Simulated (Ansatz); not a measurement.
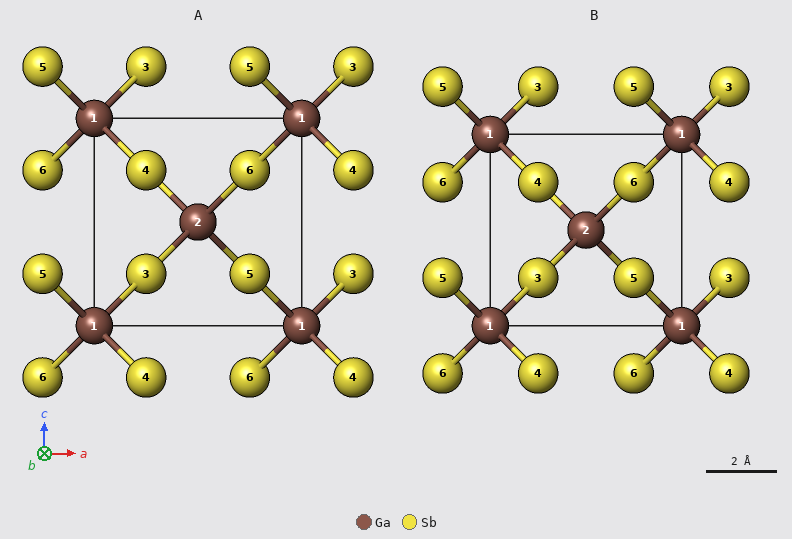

Two geometries of crystalline GaSb2 (built on the cuprite_224 type) (coarse preliminary run), drawn at one scale. One is the start of a relaxation, the other its converged end. The picture is a ball-and-stick view of the cell of the calculation, seen along the b axis.

All numbers below come from DFT PBE, scalar-relativistic, plane waves, PAW in Ansatz 0.2.0. Settings: plane-wave cutoff 420 eV; k-point mesh 4 × 4 × 4; occupations gaussian; smearing width 0.1 eV; no spin polarisation; cell and atoms relaxed; force threshold 0.04 eV/Å; at most 70 steps.

> Which one is relaxed?

Structure A is the relaxed one. Case: anti-cuprite type (Pn-3m, No. 224). Over 3 accepted moves (4 points after the start) the energy falls by 1.524 eV per cell of the calculation. All forces vanish by symmetry, so only the cell relaxes. The pressure goes from 13.28 to 0.08 GPa. The SCF was repeated once at an unchanged geometry on a basis and grid sized afresh for the cell, which shifted the energy by 18.4 meV per cell of the calculation at most. The atoms keep their places relative to the cell (all moves are under 0.005 Å). The volume changes by +27.3 %, with a = b = c 5.492 → 5.952 Å (+8.4 %). Some distances before and after: Ga1–Sb3 2.378 → 2.577 Å. The space group stays Pn-3m (No. 224). Cost: 20 s on 1 thread of Intel(R) Xeon(R) 6975P-C (Granite Rapids), with other jobs on the host, peak memory 0.53 GiB.
